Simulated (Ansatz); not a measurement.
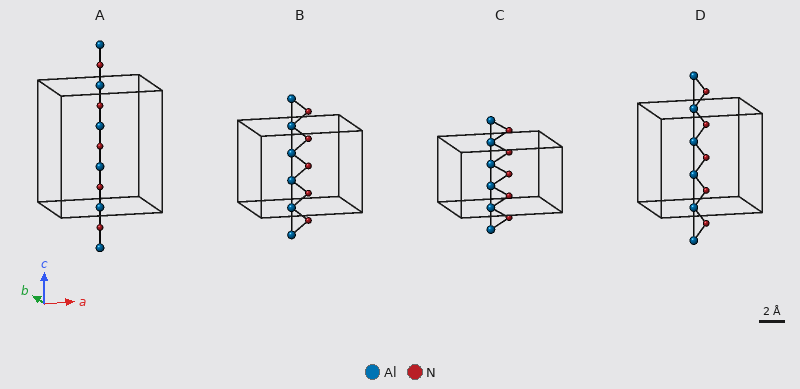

4 geometries from one relaxation of a wire of composition AlN, in shuffled order. A ball-and-stick model of the 3 repeat of the cell, with the vacuum cut short, seen slightly off an axis.

Case: strip chain of atoms.

The calculation used DFT PBEsol, scalar-relativistic, plane waves, PAW (Ansatz). (plane-wave cutoff 420 eV; k-point mesh 1 × 1 × 35; occupations gaussian; smearing width 0.05 eV; collinear spin; cell relaxed at fixed a, b, alpha, beta, gamma; force threshold 0.01 eV/Å; at most 45 steps)

Put them in the order of the run, from the start to the converged end.

C, B, D, A. They are steps 0, 5, 13, 29, at +5.998 eV per cell of the calculation, +2.718 eV per cell of the calculation, +2.446 eV per cell of the calculation relative to the last. After 25 accepted moves (29 points after the start) the energy has fallen by 5.998 eV per cell of the calculation. The largest force component goes from 2 to 0.00048 eV/Å. The line search rejected the trial step at point 16 of the run. At 3 points the geometry stayed and the basis and grid were re-selected for the new cell (energy shift of 1.477 eV per cell of the calculation at most each time). The largest moves relative to the layer's centre, 0.77 Å, are those of Al and N atoms. Largest moves by element: Al 0.77 Å, N 0.77 Å. Along the periodic axis the drawn cell goes c 5.425 → 10.102 Å (+86.2 %). Near-neighbour distances that change, for instance: N–N 1.808 → 3.367 Å, Al–Al 1.808 → 3.367 Å, Al–N 1.782 → 1.684 Å. Bonds break: Al–Al (1.81 → 3.37 Å). Among the angles between lasting bonds that change: N–Al–N 61.0° → 180.0°, Al–N–Al 61.0° → 180.0°. The program noted that the starting moments weren't kept. The run may lie on a higher electronic state than the lowest, so the end point isn't shown to be the ground-state structure. The run took 10 min on 2 threads of Intel(R) Xeon(R) Processor @ 2.50GHz (Skylake/Cascade Lake), on a shared host, peak memory 0.58 GiB.
